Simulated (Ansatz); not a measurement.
System BN (space group R3m, No. 160); source of the atomic positions: the input geometry of an electronic-structure calculation (not necessarily at equilibrium).

```cif
data_structure
_symmetry_space_group_name_H-M 'R3m:H'
_symmetry_Int_Tables_number 160
_cell_length_a 2.5061
_cell_length_b 2.5061
_cell_length_c 9.8847
_cell_angle_alpha 90.000
_cell_angle_beta 90.000
_cell_angle_gamma 120.000
_cell_volume 53.76
loop_
_atom_site_label
_atom_site_type_symbol
_atom_site_symmetry_multiplicity
_atom_site_Wyckoff_symbol
_atom_site_fract_x
_atom_site_fract_y
_atom_site_fract_z
_atom_site_occupancy
B1 B 3 a 0.66667 0.33333 0.33303 1
N1 N 3 a 0.00000 0.00000 0.33274 1
```

Describe how the polyhedra about B are linked (bonds: B–N below 1.6 Å).

B: BN3 triangle, sharing corners with six neighbours.

They form layers of corner-sharing triangles parallel to (001).

Centre to centre across a shared corner: 2.51 Å.

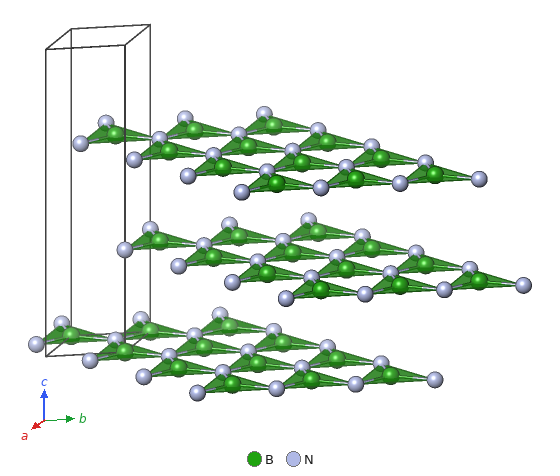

Polyhedra are drawn about B (bonds: B–N below 1.6 Å); other atoms are plain spheres.
